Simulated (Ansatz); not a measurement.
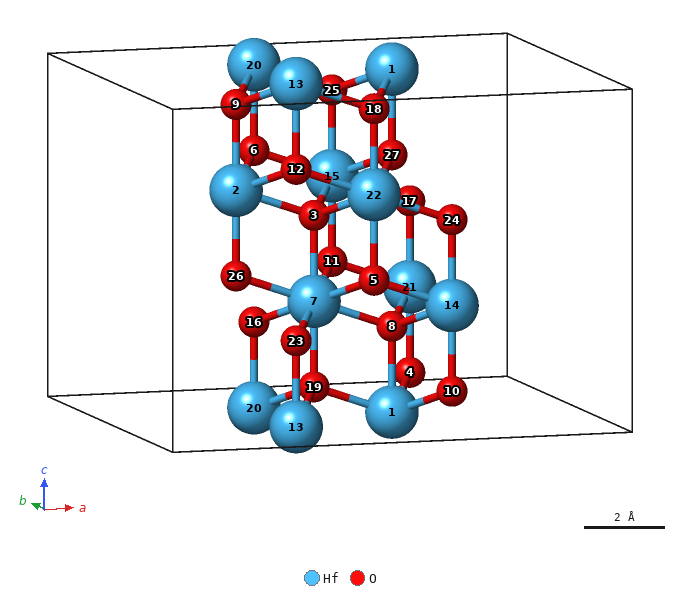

Figure 1. The starting structure (ball-and-stick view of the cell of the calculation, with the vacuum cut short, seen slightly off an axis; atoms are numbered from 1 in the order of the input). An atom can appear more than once, as a periodic image.

HfO₂: geometry relaxation (part 1 of 4)

The run: geometry relaxation of HfO₂ (27 atoms in the cell). Method and program: DFT PBEsol, scalar-relativistic, plane waves, PAW, no spin polarisation (Ansatz 0.2.0).

The structure derives from an entry of the Crystallography Open Database. It belongs to a series of runs on one base structure; here: wire along [1 1 1], 27 atoms a period. Figures and captions count atoms from 1; the log counts them from 0 in places.

**The program's output**
```
Engine: ansatz 0.2.0, x86_64-unknown-linux-gnu
Pseudopotentials: kind: paw
Pseudopotential: Hf, paw, valence charge 26, recommended cutoff 420 eV (normal), Hf.paw.azcp
Pseudopotential: O, paw, valence charge 6, recommended cutoff 420 eV (normal), O.paw.azcp
Functional definition: PBEsol
  exchange = pbesol_x
  correlation = pbesol_c
Crystal: 27 atoms, lattice volume = 1589.046 Å³
Basis set: ecut = 420 eV, 31121 PW (Γ), exchange–correlation on 192×180×120 points (8 copies of the dense FFT grid, shifted against one another)
Bands: 206, of which v1, the nominal top of the filled ones, is band 171 counted from 1 (170 counted from 0)
Symmetry: 2 space group operations
Space group: Pm (ITA 6), of the structure as read, at distance tolerance 1.2e-4 Å
k-points: 3 of 4 (time reversal used)
Non-local potential: Hf, projectors of the file, l = 0: 3, l = 1: 2, l = 2: 2, l = 3: 3
Non-local potential: O, projectors of the file, l = 0: 2, l = 1: 2, l = 2: 1
PAW form: soft (Blöchl's): semilocal exchange-correlation on the pseudo side does not see the compensation charge
PAW frozen core: Hf, regenerated for the run's functional, and the local potential with it (the file was generated under x = pbe(κ = 0.804, μ = 0.2195149727645171), c = pbe(β = 0.06672455060314922))
PAW frozen core: O, regenerated for the run's functional, and the local potential with it (the file was generated under x = pbe(κ = 0.804, μ = 0.2195149727645171), c = pbe(β = 0.06672455060314922))
PAW one-centre angular grid: Hf, 590 points (default); XC on 64 Gauss nodes
PAW one-centre angular grid: O, 110 points (default); XC on 64 Gauss nodes
Initial density: superposition of atomic densities (neutral atoms: chi_scale 0, normalization atom), corrected by the library's trained network
Initial wavefunctions: pseudopotential atomic-orbital guess
Functional: x = pbesol(κ = 0.804, μ = 0.12345679012345678), c = pbesol(β = 0.046)
SCF iter   1: F=—  HF=-150492.344667 eV  |F-HF|=—  |Δ(HF+E_count)|=         —  Δρ=8.02e-3  dr2=1.19e0  ethr=1.77e-3  ⟨swp⟩=5.3  Hψ=2202  notcnv=0  defer=56
preconditioner: auto → LDOS  [insulator: Δε(μ)=0.082 eV  Ē_g=12.158 eV  σ=0.050 eV  W_gap=0.63  n_scr=252 (ndim 8)  ℏωp=15.3 eV  f_vac=0.726  D(μ)=21.78/eV (n_scr^D=100)  ε∞_Penn≈2.6  β→1.0]
SCF iter   2: F=—  HF=-150492.354469 eV  |F-HF|=—  |Δ(HF+E_count)|=   9.80e-3  Δρ=8.06e-3  dr2=1.11e0  ethr=3.47e-4  ⟨swp⟩=3.0  Hψ=1160  notcnv=0  defer=81
preconditioner: auto → Resta (q_TF=auto, 2.112 Å⁻¹)  ε∞=2.1  [insulator: Δε(μ)=0.180 eV  Ē_g=15.827 eV  σ=0.050 eV  W_gap=0.99  n_scr=252 (ndim 8)  ℏωp=16.8 eV  f_vac=0.727  D(μ)=0.63/eV (n_scr^D=0)  ε∞_Penn≈2.1  vacuum switching on, ρ_ref=1.8e-2 e/Å³  β→0.5]
SCF iter   3: F=—  HF=-150492.246838 eV  |F-HF|=—  |Δ(HF+E_count)|=   1.08e-1  Δρ=4.03e-3  dr2=4.17e-1  ethr=3.25e-4  ⟨swp⟩=3.0  Hψ=975  notcnv=0  defer=81
SCF iter   4: F=—  HF=-150492.229891 eV  |F-HF|=—  |Δ(HF+E_count)|=   1.69e-2  Δρ=4.93e-3  dr2=9.49e-1  ethr=1.22e-4  ⟨swp⟩=2.0  Hψ=1099  notcnv=0  defer=77
SCF iter   5: F=—  HF=-150492.217183 eV  |F-HF|=—  |Δ(HF+E_count)|=   1.27e-2  Δρ=1.53e-3  dr2=9.59e-2  ethr=1.22e-4  ⟨swp⟩=1.7  Hψ=543  notcnv=0  defer=77
SCF iter   6: F=—  HF=-150492.219941 eV  |F-HF|=—  |Δ(HF+E_count)|=   2.76e-3  Δρ=9.87e-4  dr2=3.62e-2  ethr=2.80e-5  ⟨swp⟩=1.0  Hψ=541  notcnv=0  defer=77
SCF iter   7: F=—  HF=-150492.222289 eV  |F-HF|=—  |Δ(HF+E_count)|=   2.35e-3  Δρ=1.92e-4  dr2=4.17e-4  ethr=1.06e-5  ⟨swp⟩=1.0  Hψ=541  notcnv=0  defer=77
SCF iter   8: F=—  HF=-150492.222920 eV  |F-HF|=—  |Δ(HF+E_count)|=   6.31e-4  Δρ=9.85e-5  dr2=1.33e-4  ethr=1.22e-7  ⟨swp⟩=2.0  Hψ=949  notcnv=0  defer=77
SCF iter   9: F=—  HF=-150492.223033 eV  |F-HF|=—  |Δ(HF+E_count)|=   1.13e-4  Δρ=1.19e-4  dr2=5.76e-4  ethr=3.89e-8  ⟨swp⟩=2.0  Hψ=949  notcnv=0  defer=77  recentre
SCF iter  10: F=—  HF=-150492.223035 eV  |F-HF|=—  |Δ(HF+E_count)|=   1.66e-6  Δρ=4.52e-5  dr2=9.17e-5  ethr=3.89e-8  ⟨swp⟩=2.0  Hψ=602  notcnv=0  defer=77
SCF iter  11: F=—  HF=-150492.223608 eV  |F-HF|=—  |Δ(HF+E_count)|=   5.72e-4  Δρ=1.60e-5  dr2=8.61e-6  ethr=2.68e-8  ⟨swp⟩=1.0  Hψ=618  notcnv=0  defer=77
SCF iter  12: F=—  HF=-150492.223609 eV  |F-HF|=—  |Δ(HF+E_count)|=   1.53e-6  Δρ=5.17e-6  dr2=4.80e-7  ethr=2.52e-9  ⟨swp⟩=2.0  Hψ=605  notcnv=0  defer=77
SCF iter  13: F=—  HF=-150492.223609 eV  |F-HF|=—  |Δ(HF+E_count)|=   2.01e-7  Δρ=4.00e-6  dr2=5.42e-7  ethr=1.40e-10  ⟨swp⟩=2.0  Hψ=909  notcnv=0  defer=77
SCF iter  14: F=-150492.223609 eV  HF=-150492.223609 eV  |F-HF|=6.87e-9  |Δ(HF+E_count)|=   3.58e-8  Δρ=1.09e-6  dr2=2.07e-8  ethr=2.92e-11  ⟨swp⟩=18.3  Hψ=5166  notcnv=0
SCF 1 converged in 14 iterations: F = -150492.223609 eV  dr2 = 2.07e-8
  greatest PAW one-centre occupation: 0.999 electrons in one spin orbital (limit 2), on the Hf atom at site 6 (counted from 0), in its partial waves of l = 3
relax step   1: F+E_penalty+E_count = -150492.22360931 eV  Δ(F+E_penalty+E_count) = +0.000e0 eV  max|allowed force component| = 5.715e0 eV/Å  Δτ_max = 0.0000 Å  P = -5.091 GPa  Ω = 1589.046 Å³  fix = [a, b, alpha, beta, gamma]  reactions: a -3.800, b -2.725 GPa; beta -1.088 GPa/rad  (14 SCF iters, dr2 threshold 1.00e-7 eV, accepted)
Crystal: 27 atoms, lattice volume = 1551.684 Å³
Basis set: ecut = 420 eV, 30273 PW (Γ), exchange–correlation on 192×180×120 points (8 copies of the dense FFT grid, shifted against one another)
Initial density: handed on by an earlier stage of this run
Initial wavefunctions: those handed on with the density
iter 1 solved again at ethr=9.36e-4 eV; its pass at ethr=3.10e-3 eV (dr2=3.20e0 eV) is discarded
SCF iter   1: F=—  HF=-150503.602949 eV  |F-HF|=—  |Δ(HF+E_count)|=         —  Δρ=1.31e-2  dr2=3.20e0  ethr=9.36e-4  ⟨swp⟩=5.7  Hψ=3034  notcnv=0
preconditioner: auto → Resta (q_TF=auto, 2.120 Å⁻¹)  ε∞=2.0  [insulator: Δε(μ)=1.544 eV  Ē_g=16.627 eV  σ=0.050 eV  W_gap=1.00  n_scr=244 (ndim 8)  ℏωp=17.0 eV  f_vac=0.740  D(μ)=0.00/eV (n_scr^D=0)  ε∞_Penn≈2.0  vacuum switching on, ρ_ref=2.0e-2 e/Å³]
SCF iter   2: F=—  HF=-150502.877503 eV  |F-HF|=—  |Δ(HF+E_count)|=   7.25e-1  Δρ=6.06e-3  dr2=3.73e-1  ethr=9.35e-4  ⟨swp⟩=3.7  Hψ=1171  notcnv=0  defer=56
SCF iter   3: F=—  HF=-150502.861638 eV  |F-HF|=—  |Δ(HF+E_count)|=   1.59e-2  Δρ=3.35e-3  dr2=1.39e-1  ethr=1.09e-4  ⟨swp⟩=3.0  Hψ=1032  notcnv=0  defer=84
SCF iter   4: F=—  HF=-150502.852810 eV  |F-HF|=—  |Δ(HF+E_count)|=   8.83e-3  Δρ=1.78e-3  dr2=4.09e-2  ethr=4.05e-5  ⟨swp⟩=2.0  Hψ=1052  notcnv=0  defer=84
SCF iter   5: F=—  HF=-150502.849786 eV  |F-HF|=—  |Δ(HF+E_count)|=   3.02e-3  Δρ=4.75e-4  dr2=3.06e-3  ethr=1.20e-5  ⟨swp⟩=2.0  Hψ=906  notcnv=0  defer=84
SCF iter   6: F=—  HF=-150502.850266 eV  |F-HF|=—  |Δ(HF+E_count)|=   4.79e-4  Δρ=2.11e-4  dr2=4.98e-4  ethr=8.93e-7  ⟨swp⟩=2.0  Hψ=989  notcnv=0  defer=84
SCF iter   7: F=—  HF=-150502.850608 eV  |F-HF|=—  |Δ(HF+E_count)|=   3.43e-4  Δρ=9.76e-5  dr2=1.43e-4  ethr=1.46e-7  ⟨swp⟩=2.0  Hψ=961  notcnv=0  defer=84
SCF iter   8: F=—  HF=-150502.850630 eV  |F-HF|=—  |Δ(HF+E_count)|=   2.13e-5  Δρ=2.70e-5  dr2=9.61e-6  ethr=4.18e-8  ⟨swp⟩=2.0  Hψ=980  notcnv=0  defer=84
SCF iter   9: F=—  HF=-150502.850635 eV  |F-HF|=—  |Δ(HF+E_count)|=   5.29e-6  Δρ=1.84e-5  dr2=4.79e-6  ethr=7.89e-10  ⟨swp⟩=24.7  Hψ=7158  notcnv=0
SCF iter  10: F=-150502.850635 eV  HF=-150502.850635 eV  |F-HF|=2.23e-7  |Δ(HF+E_count)|=   1.04e-7  Δρ=5.76e-6  dr2=3.37e-7  ethr=7.89e-10  ⟨swp⟩=12.0  Hψ=5503  notcnv=0
SCF 2 converged in 10 iterations: F = -150502.850635 eV  dr2 = 3.37e-7
[... from here on the iterations of each SCF are left out, up to the last one ...]
  Residual-converged pass: ⟨swp⟩=1.0  Hψ=630  notcnv=0  max |occ|·‖R‖ = 7.0e-9 eV (tolerance 1.0e-8 eV)  dr2=3.37e-7  dr2_onsite=1.35e-7  max |Δocc| = 6.3e-97
relax step   2: F+E_penalty+E_count = -150502.85063517 eV  Δ(F+E_penalty+E_count) = -1.063e1 eV  max|allowed force component| = 4.085e0 eV/Å  Δτ_max = 0.1946 Å  P = -2.076 GPa  Ω = 1551.684 Å³  energy of the carried Pulay correction = +3.989e-2 eV  fix = [a, b, alpha, beta, gamma]  reactions: a -1.488, b -0.454 GPa; beta -1.039 GPa/rad  (10 SCF iters, dr2 threshold 2.70e-6 eV, accepted)
[... from here on the SCF iterations and repeated set-up lines of each step are left out, up to the last step ...]
SCF 3 converged in 9 iterations: F = -150506.394609 eV  dr2 = 6.19e-7
relax step   3: F+E_penalty+E_count = -150506.39460907 eV  Δ(F+E_penalty+E_count) = -3.544e0 eV  max|allowed force component| = 2.305e0 eV/Å  Δτ_max = 0.1983 Å  P = +0.408 GPa  Ω = 1519.429 Å³  energy of the carried Pulay correction = +7.509e-2 eV  fix = [a, b, alpha, beta, gamma]  reactions: a +0.374, b +0.862 GPa; beta -0.452 GPa/rad  (9 SCF iters, dr2 threshold 2.70e-6 eV, accepted)
SCF 4 converged in 9 iterations: F = -150508.240802 eV  dr2 = 7.54e-7
relax step   4: F+E_penalty+E_count = -150508.24080186 eV  Δ(F+E_penalty+E_count) = -1.846e0 eV  max|allowed force component| = 1.065e0 eV/Å  Δτ_max = 0.1975 Å  P = +0.149 GPa  Ω = 1505.791 Å³  energy of the carried Pulay correction = +9.020e-2 eV  fix = [a, b, alpha, beta, gamma]  reactions: a +0.030, b +0.548 GPa; beta -0.156 GPa/rad  (9 SCF iters, dr2 threshold 2.70e-6 eV, accepted)
SCF 5 converged in 8 iterations: F = -150509.157950 eV  dr2 = 2.54e-6
relax step   5: F+E_penalty+E_count = -150509.15795009 eV  Δ(F+E_penalty+E_count) = -9.171e-1 eV  max|allowed force component| = 4.376e-1 eV/Å  Δτ_max = 0.2000 Å  P = +0.168 GPa  Ω = 1509.522 Å³  energy of the carried Pulay correction = +8.605e-2 eV  fix = [a, b, alpha, beta, gamma]  reactions: a +0.093, b +0.306 GPa; beta +0.009 GPa/rad  (8 SCF iters, dr2 threshold 2.70e-6 eV, accepted)
SCF 6 converged in 9 iterations: F = -150509.526395 eV  dr2 = 2.62e-7
relax step   6: F+E_penalty+E_count = -150509.52639504 eV  Δ(F+E_penalty+E_count) = -3.684e-1 eV  max|allowed force component| = 5.350e-1 eV/Å  Δτ_max = 0.1925 Å  P = +0.167 GPa  Ω = 1517.092 Å³  energy of the carried Pulay correction = +7.767e-2 eV  fix = [a, b, alpha, beta, gamma]  reactions: a +0.102, b +0.018 GPa; beta +0.004 GPa/rad  (9 SCF iters, dr2 threshold 2.70e-6 eV, accepted)
SCF 7 converged in 8 iterations: F = -150509.590444 eV  dr2 = 1.61e-6
relax step   7: F+E_penalty+E_count = -150509.59044410 eV  Δ(F+E_penalty+E_count) = -6.405e-2 eV  max|allowed force component| = 4.837e-1 eV/Å  Δτ_max = 0.2000 Å  P = -0.041 GPa  Ω = 1542.033 Å³  energy of the carried Pulay correction = +5.034e-2 eV  fix = [a, b, alpha, beta, gamma]  reactions: a -0.033, b +0.028 GPa; beta +0.121 GPa/rad  (8 SCF iters, dr2 threshold 2.70e-6 eV, accepted)
SCF 8 converged in 10 iterations: F = -150509.628302 eV  dr2 = 7.33e-9
relax step   8: F+E_penalty+E_count = -150509.62830170 eV  Δ(F+E_penalty+E_count) = -3.786e-2 eV  max|allowed force component| = 1.636e-1 eV/Å  Δτ_max = 0.1605 Å  P = +0.091 GPa  Ω = 1538.595 Å³  energy of the carried Pulay correction = +5.409e-2 eV  fix = [a, b, alpha, beta, gamma]  reactions: a +0.075, b +0.131 GPa; beta +0.014 GPa/rad  (10 SCF iters, dr2 threshold 2.70e-6 eV, accepted)
SCF 9 converged in 7 iterations: F = -150509.641649 eV  dr2 = 6.69e-7
relax step   9: F+E_penalty+E_count = -150509.64164897 eV  Δ(F+E_penalty+E_count) = -1.335e-2 eV  max|allowed force component| = 9.001e-2 eV/Å  Δτ_max = 0.0498 Å  P = +0.020 GPa  Ω = 1539.645 Å³  energy of the carried Pulay correction = +5.294e-2 eV  fix = [a, b, alpha, beta, gamma]  reactions: a +0.029, b +0.059 GPa; beta -0.016 GPa/rad  (7 SCF iters, dr2 threshold 1.67e-6 eV, accepted)
SCF 10 converged in 7 iterations: F = -150509.647808 eV  dr2 = 4.35e-7
relax step  10: F+E_penalty+E_count = -150509.64780825 eV  Δ(F+E_penalty+E_count) = -6.159e-3 eV  max|allowed force component| = 5.208e-2 eV/Å  Δτ_max = 0.0188 Å  P = +0.024 GPa  Ω = 1537.104 Å³  energy of the carried Pulay correction = +5.571e-2 eV  fix = [a, b, alpha, beta, gamma]  reactions: a +0.025, b +0.041 GPa; beta +0.008 GPa/rad  (7 SCF iters, dr2 threshold 5.06e-7 eV, accepted)
SCF 11 converged in 7 iterations: F = -150509.649189 eV  dr2 = 4.36e-8
relax step  11: F+E_penalty+E_count = -150509.64918858 eV  Δ(F+E_penalty+E_count) = -1.380e-3 eV  max|allowed force component| = 2.672e-2 eV/Å  Δτ_max = 0.0107 Å  P = +0.027 GPa  Ω = 1536.698 Å³  energy of the carried Pulay correction = +5.615e-2 eV  fix = [a, b, alpha, beta, gamma]  reactions: a +0.033, b +0.053 GPa; beta -0.001 GPa/rad  (7 SCF iters, dr2 threshold 1.70e-7 eV, accepted)
SCF 12 converged in 7 iterations: F = -150509.650405 eV  dr2 = 2.55e-8
relax step  12: F+E_penalty+E_count = -150509.65040482 eV  Δ(F+E_penalty+E_count) = -1.216e-3 eV  max|allowed force component| = 2.412e-2 eV/Å  Δτ_max = 0.0073 Å  P = +0.028 GPa  Ω = 1535.668 Å³  energy of the carried Pulay correction = +5.728e-2 eV  fix = [a, b, alpha, beta, gamma]  reactions: a +0.030, b +0.052 GPa; beta +0.001 GPa/rad  (7 SCF iters, dr2 threshold 4.46e-8 eV, accepted)
SCF 13 converged in 6 iterations: F = -150509.650451 eV  dr2 = 2.71e-8
relax step  13: F+E_penalty+E_count = -150509.65045100 eV  Δ(F+E_penalty+E_count) = -4.618e-5 eV  max|allowed force component| = 2.495e-2 eV/Å  Δτ_max = 0.0025 Å  P = +0.025 GPa  Ω = 1535.666 Å³  energy of the carried Pulay correction = +5.728e-2 eV  fix = [a, b, alpha, beta, gamma]  reactions: a +0.037, b +0.044 GPa; beta -0.004 GPa/rad  (6 SCF iters, dr2 threshold 3.64e-8 eV, accepted)
SCF 14 converged in 6 iterations: F = -150509.650652 eV  dr2 = 5.42e-9
relax step  14: F+E_penalty+E_count = -150509.65065150 eV  Δ(F+E_penalty+E_count) = -2.005e-4 eV  max|allowed force component| = 4.272e-3 eV/Å  Δτ_max = 0.0016 Å  P = +0.028 GPa  Ω = 1535.540 Å³  energy of the carried Pulay correction = +5.742e-2 eV  fix = [a, b, alpha, beta, gamma]  reactions: a +0.036, b +0.048 GPa; beta +0.002 GPa/rad  (6 SCF iters, dr2 threshold 3.89e-8 eV, accepted)
SCF 15 converged in 8 iterations: F = -150509.610221 eV  dr2 = 9.09e-11
relax step  15: F+E_penalty+E_count = -150509.61022120 eV  Δ(F+E_penalty+E_count) = +4.043e-2 eV  max|allowed force component| = 4.738e-3 eV/Å  Δτ_max = 0.0000 Å  P = -0.030 GPa  Ω = 1535.540 Å³  fix = [a, b, alpha, beta, gamma]  reactions: a -0.004, b +0.004 GPa; beta +0.001 GPa/rad  stress off target by 8.97e-2 GPa on what of the cell is left free  SCF on the basis re-selected at this cell (its energy is not comparable with the rows above)  (8 SCF iters)
SCF 16 converged in 8 iterations: F = -150509.616331 eV  dr2 = 1.74e-8
relax step  16: F+E_penalty+E_count = -150509.61633109 eV  Δ(F+E_penalty+E_count) = -6.110e-3 eV  max|allowed force component| = 1.681e-2 eV/Å  Δτ_max = 0.0183 Å  P = -0.001 GPa  Ω = 1530.894 Å³  energy of the carried Pulay correction = +4.699e-3 eV  fix = [a, b, alpha, beta, gamma]  reactions: a -0.001, b +0.009 GPa; beta -0.001 GPa/rad  (8 SCF iters, dr2 threshold 2.01e-8 eV, accepted)
iter 1 solved again at ethr=3.83e-7 eV; its pass at ethr=3.10e-3 eV (dr2=1.31e-3 eV) is discarded
SCF iter   1: F=—  HF=-150509.611820 eV  |F-HF|=—  |Δ(HF+E_count)|=         —  Δρ=1.58e-5  dr2=5.41e-7  ethr=3.83e-7  ⟨swp⟩=4.7  Hψ=4416  notcnv=0
eigensolver tolerance schedule: the retry pair's looser diagonalisation over-reported the residual by 2417.33 of it (diagonalisation noise at 0.43 of the residual, at the tolerance the schedule requests for it); recorded, not acted on — ethr = c·dr2/N_el stays at c = 1.0e-1
preconditioner: auto → Resta (q_TF=auto, 2.125 Å⁻¹)  ε∞=2.0  [insulator: Δε(μ)=3.495 eV  Ē_g=16.934 eV  σ=0.050 eV  W_gap=1.00  n_scr=244 (ndim 8)  ℏωp=17.1 eV  f_vac=0.741  D(μ)=0.00/eV (n_scr^D=0)  ε∞_Penn≈2.0  vacuum switching on, ρ_ref=2.1e-2 e/Å³]
SCF iter   2: F=—  HF=-150509.611812 eV  |F-HF|=—  |Δ(HF+E_count)|=   8.73e-6  Δρ=8.00e-6  dr2=2.67e-7  ethr=1.58e-10  ⟨swp⟩=4.0  Hψ=1631  notcnv=0
SCF iter   3: F=—  HF=-150509.611812 eV  |F-HF|=—  |Δ(HF+E_count)|=   2.13e-7  Δρ=4.20e-6  dr2=7.52e-8  ethr=7.81e-11  ⟨swp⟩=2.0  Hψ=1053  notcnv=0
SCF iter   4: F=—  HF=-150509.611812 eV  |F-HF|=—  |Δ(HF+E_count)|=   5.94e-8  Δρ=7.72e-7  dr2=6.20e-9  ethr=2.20e-11  ⟨swp⟩=2.0  Hψ=1014  notcnv=0
SCF iter   5: F=—  HF=-150509.611812 eV  |F-HF|=—  |Δ(HF+E_count)|=  1.16e-10  Δρ=2.64e-7  dr2=6.79e-10  ethr=1.81e-12  ⟨swp⟩=2.0  Hψ=1023  notcnv=0
SCF iter   6: F=-150509.611812 eV  HF=-150509.611812 eV  |F-HF|=5.24e-10  |Δ(HF+E_count)|=    0.00e0  Δρ=1.13e-7  dr2=9.34e-11  ethr=1.00e-12  ⟨swp⟩=11.3  Hψ=3903  notcnv=0
SCF 17 converged in 6 iterations: F = -150509.611812 eV  dr2 = 9.34e-11
relax step  17: F+E_penalty+E_count = -150509.61181185 eV  Δ(F+E_penalty+E_count) = +4.519e-3 eV  max|allowed force component| = 1.703e-2 eV/Å  Δτ_max = 0.0000 Å  P = -0.004 GPa  Ω = 1530.894 Å³  fix = [a, b, alpha, beta, gamma]  reactions: a -0.002, b +0.009 GPa; beta -0.001 GPa/rad  stress off target by 1.92e-2 GPa on what of the cell is left free  SCF on the basis re-selected at this cell (its energy is not comparable with the rows above)  (6 SCF iters)
```
